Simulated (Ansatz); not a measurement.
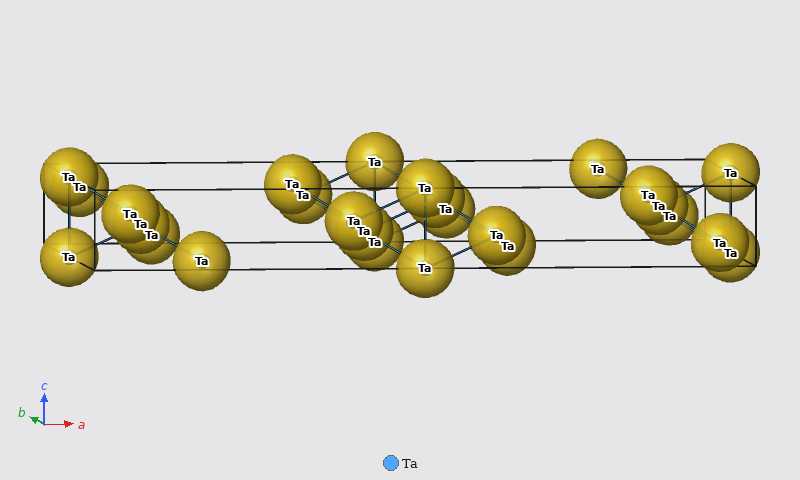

*Ta. Isosurface of the valence pseudo-density at 0.6 e/Å³ (yellow), seen at an oblique angle. Sticks mark near contacts.*

Space group C2/m; not relaxed (largest force 0.9 eV/Å); computed pressure about −10 GPa in this cell; computed without spin polarisation.

Method: DFT PBEsol, scalar-relativistic, plane waves, PAW in Ansatz 0.2.0.

Core electrons are frozen (PAW), and the valence fields are smoothed inside the atomic spheres.

```cif
data_structure
_symmetry_space_group_name_H-M 'P 1'
_symmetry_Int_Tables_number 1
_cell_length_a 24.9487
_cell_length_b 4.6705
_cell_length_c 2.8601
_cell_angle_alpha 90.000
_cell_angle_beta 94.383
_cell_angle_gamma 90.000
_cell_volume 332.29
loop_
_atom_site_label
_atom_site_type_symbol
_atom_site_fract_x
_atom_site_fract_y
_atom_site_fract_z
_atom_site_occupancy
Ta1 Ta 0.66260 0.50000 0.10840 1
Ta2 Ta 0.16260 0.00000 0.10840 1
Ta3 Ta 0.83740 0.00000 0.89160 1
Ta4 Ta 0.33740 0.50000 0.89160 1
Ta5 Ta 0.55420 0.50000 0.70280 1
Ta6 Ta 0.05420 0.00000 0.70280 1
Ta7 Ta 0.60840 0.00000 0.40560 1
Ta8 Ta 0.10840 0.50000 0.40560 1
Ta9 Ta 0.94580 0.00000 0.29720 1
Ta10 Ta 0.44580 0.50000 0.29720 1
Ta11 Ta 0.50000 0.00000 0.00000 1
Ta12 Ta 0.00000 0.50000 0.00000 1
Ta13 Ta 0.89160 0.50000 0.59440 1
Ta14 Ta 0.39160 0.00000 0.59440 1
```

How is the density connected at this value?

Answer. At this value the density breaks into separate islands; it holds about 70 % of the electrons treated as valence (semicore included). It bridges none of the near contacts. It is pinched off along the sampled Ta–Ta (2.86 Å) contacts. On the grid the lowest density along these lines, outside the cores, is 0.31 e/Å³ (Ta–Ta, 2.86 Å).
